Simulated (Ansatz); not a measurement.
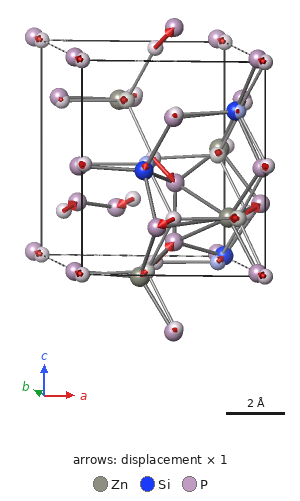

This is a relaxation of a defect cell of composition Zn4Si3P8 (cell charge +4). The starting structure is drawn faded, the final one solid; red arrows show the displacements, at their true length.

The picture is a ball-and-stick view of the cell of the calculation (origin shifted), seen slightly off an axis.

Case: Si vacancy, atoms relaxed.

Method: DFT PBEsol, scalar-relativistic, plane waves, PAW in Ansatz 0.2.0. Set-up: plane-wave cutoff 420 eV; k-point mesh 4 × 4 × 4; occupations gaussian; smearing width 0.05 eV; no spin polarisation; atoms relaxed in a fixed cell; force threshold 0.02 eV/Å; at most 50 steps.

Atoms of which element are displaced furthest, and by how much?

Answer. Phosphorus: up to 1.25 Å, against 0.44 Å for zinc.

Describe the change and its energy.

Answer. The largest moves, 1.25 Å, are those of P atoms. By element the largest moves are P 1.25 Å, Zn 0.44 Å, Si 0.32 Å. The cell doesn't change. Among the contacts that change: P–Zn 4.327 → 2.729 Å, P–P 3.676 → 2.081 Å, P–Zn 2.345 → 3.777 Å, P–Zn 2.345 → 2.916 Å. New bonds form: P–P (3.68 → 2.08 Å), P–P (3.68 → 2.09 Å), P–Zn (4.33 → 2.73 Å). Bonds break: P–Zn (2.35 → 3.78 Å). Bond angles that change, for instance: Zn–P–Si 110.7° → 133.9°, P–Zn–P 108.1° → 86.7°, Zn–P–Si 110.7° → 93.8°. After 17 accepted moves (19 points after the start) the energy has fallen by 2.637 eV per cell of the calculation. The largest force component goes from 0.39 to 0.0081 eV/Å. The line search rejected the trial step at point 14 of the run. 1 step only repeated the SCF at the same geometry.

Limits of the set-up: the periodic images lie only 6.5 Å apart, so the values are limited by the cell's size; the cell is charged, on a uniform background, and energies carry no finite-size correction.
